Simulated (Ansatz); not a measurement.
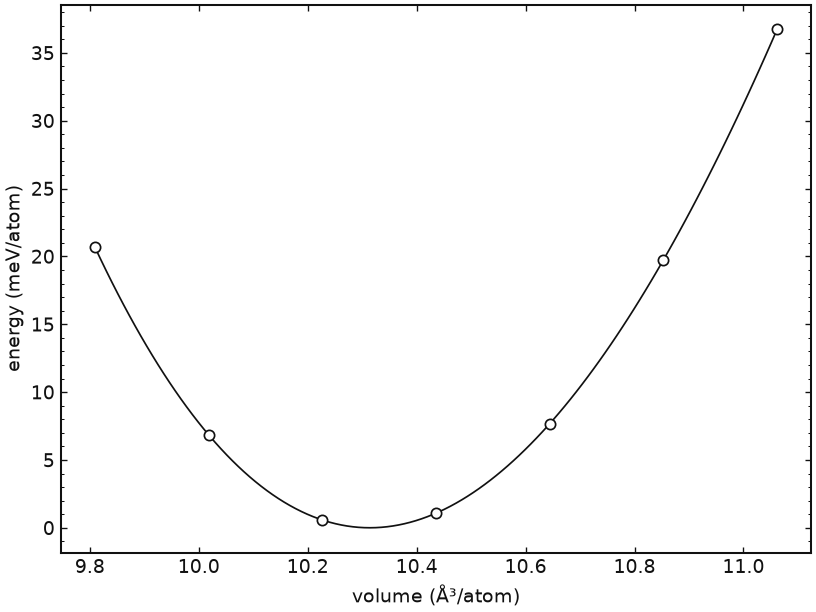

Plotted: energy against volume for TiO₂, space group P4_2/mnm (No. 136).

The given structure:
```
Ti O
1.0
     4.59984    0.00000    0.00000
     0.00000    4.59984    0.00000
     0.00000    0.00000    2.95921
Ti O
2 4
Direct
  0.00000 0.00000 0.50000
  0.50000 0.50000 0.00000
  0.30432 0.30432 0.50000
  0.19568 0.80432 0.00000
  0.80432 0.19568 0.00000
  0.69568 0.69568 0.50000
```

Method: all-electron LAPW DFT, no spin polarisation; energies at scaled volumes of the given cell, shape and fractions fixed, counted from the fit's minimum, third-order Birch-Murnaghan fit (Ansatz 0.2.0). Level: PBEsol.

```json
{"setting": "k mesh", "value": "6×6×9"}
{"setting": "occupations", "value": "Fermi–Dirac"}
{"setting": "smearing width", "value": "0.05 eV"}
{"setting": "potentials", "value": "all electron LAPW, scalar relativistic"}
{"setting": "program settings", "value": "basis error eV/atom 0.001"}
```

From this curve and the settings, what does the calculation give for the pressure at the same points?

The pressure falls from 13.71 GPa at volume 9.81 Å³/atom to −14.80 GPa at 11.06 Å³/atom, and changes sign near 10.32 Å³/atom.

```tsv
volume (Å³/atom)	pressure (GPa)
9.81	13.71
10.02	7.61
10.23	2.12
10.44	-2.81
10.64	-7.24
10.85	-11.22
11.06	-14.80
```

Caveats: shape and atomic fractions are frozen while scaling, which makes layered, chain and framework solids too stiff.
